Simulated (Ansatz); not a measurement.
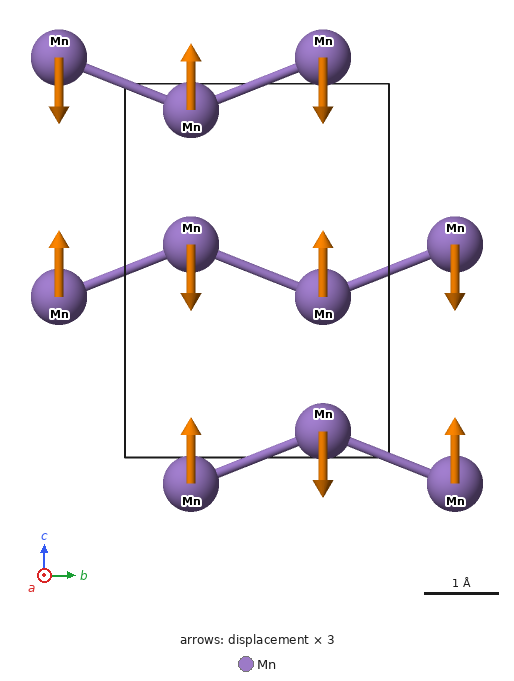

This is a relaxation of a crystal of Mn (built on the random type) (coarse preliminary run). The starting structure is drawn; orange arrows show the displacements (the part carried along by the change of the cell is left out), magnified 3 times.

Style: ball-and-stick. Shown: the conventional cell (2 times the calculation's cell), along the a axis. Lengths and directions refer to the drawn axes.

Case: random cell with space group Imma (No. 74).

Theory: DFT PBE, scalar-relativistic, plane waves, PAW (Ansatz 0.2.0).

The input:
```yaml
crystal:
  lattice:
    - [-1.5271075239, 1.7904361127, 2.5351163337]
    - [1.5271075239, -1.7904361127, 2.5351163337]
    - [1.5271075239, 1.7904361127, -2.5351163337]
  atoms:
    - { symbol: Mn, position: [0.17994, 0.92994, 0.25], spin: 4.0 }
    - { symbol: Mn, position: [0.82006, 0.07006, 0.75], spin: 4.0 }
basis:
  ecutwfc: 420
kpoints:
  mp_grid: { grid: [8, 8, 8] }
hamiltonian:
  xc: pbe
scf:
  occupations: { method: gaussian, width: 0.1 }
  lower_state_search: "off"
output:
  forces: true
  stress: true
  eigenvalues: true
  populations: true
magnetization:
  spin_polarized: true
relax:
  adjacent_minimum: "off"
  f_tol: 0.04
  max_steps: 70
  cell: { stress_tol: 0.4 }
```

Question: Describe the change and its energy.

Answer: The energy falls by 1.550 eV per cell of the calculation in 12 accepted moves (15 points after the start). The largest force component goes from 1.7 to 0.0005 eV/Å. The pressure goes from 3.37 to 0.01 GPa. The line search rejected the trial step at point 9 of the run. At 2 points the geometry stayed and the basis and grid were re-selected for the new cell (energy shift of 22.4 meV per cell of the calculation at most each time). The largest moves relative to the cell, 0.30 Å, are those of Mn1 and Mn2. Mn2 goes along −c. The drawn cell changes as follows: a 3.054 → 2.476 Å (−18.9 %), b 3.581 → 4.269 Å (+19.2 %), c 5.070 → 4.309 Å (−15.0 %); the volume changes by −17.9 %. Near-neighbour distances that change, for instance: Mn1–Mn2 3.587 → 2.485 Å, Mn1–Mn1 3.054 → 2.476 Å, Mn1–Mn2 (another image) 1.926 → 2.135 Å, Mn1–Mn2 (another image) 2.379 → 2.485 Å. Among the angles between lasting bonds that change: Mn2–Mn1–Mn2 136.7° → 180.0°. The space group (tolerance 0.01 Å) goes from Imma (No. 74) to Cmmm (No. 65). The program noted that the starting moments weren't kept.
